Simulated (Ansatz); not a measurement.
```
Ti Co
1.0
     6.95397    0.00000    0.00000
     0.00000    6.95397    0.00000
     0.00000    0.00000    6.95397
Ti Co
16 8
Cartesian
  4.3462 0.8692 0.8692
  0.8692 4.3462 0.8692
  0.8692 0.8692 4.3462
  4.3462 4.3462 4.3462
  4.3462 2.6077 2.6077
  0.8692 6.0847 2.6077
  0.8692 2.6077 6.0847
  4.3462 6.0847 6.0847
  6.0847 2.6077 0.8692
  2.6077 6.0847 0.8692
  2.6077 2.6077 4.3462
  6.0847 6.0847 4.3462
  6.0847 0.8692 2.6077
  2.6077 4.3462 2.6077
  2.6077 0.8692 6.0847
  6.0847 4.3462 6.0847
  0.0000 0.0000 0.0000
  3.4770 3.4770 0.0000
  3.4770 0.0000 3.4770
  0.0000 3.4770 3.4770
  1.7385 1.7385 1.7385
  5.2155 5.2155 1.7385
  5.2155 1.7385 5.2155
  1.7385 5.2155 5.2155
```

Space group Fd-3m; computed without spin polarisation.

These are results of DFT PBEsol, scalar-relativistic, plane waves, PAW in Ansatz 0.2.0, not measurements.

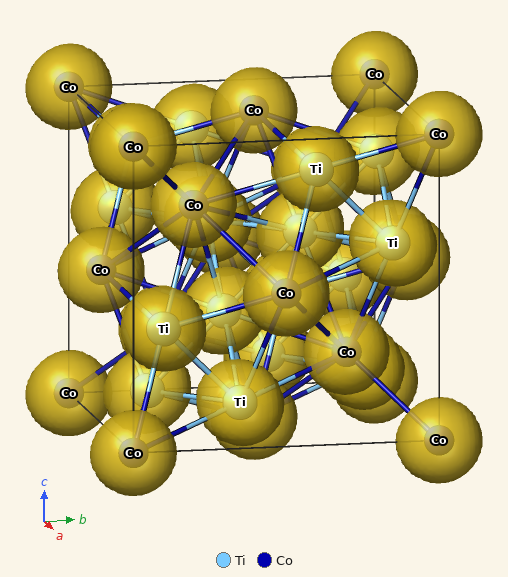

Ti2Co. Isosurface of the valence charge density (pseudo) at 0.5 e/Å³ (yellow), seen slightly off an axis. Sticks mark near contacts.

In a PAW calculation such maps are meaningful between the atoms, not at the nuclei.

Question: How is the density connected at this value?

Answer: At this value the density breaks into separate islands; it holds about 80 % of the electrons treated as valence (semicore included). It bridges none of the near contacts. It is pinched off along the sampled Ti–Ti (2.46 Å), Ti–Co (2.88 Å) and Co–Co (3.01 Å) contacts. On the grid the lowest density along these lines, outside the cores, is 0.34 e/Å³ (Ti–Ti, 2.46 Å), 0.21 e/Å³ (Ti–Co, 2.88 Å) and 0.18 e/Å³ (Co–Co, 3.01 Å).

Question: Does the calculation give a band gap?

Answer: It is gapless in this calculation (a metal or semimetal).
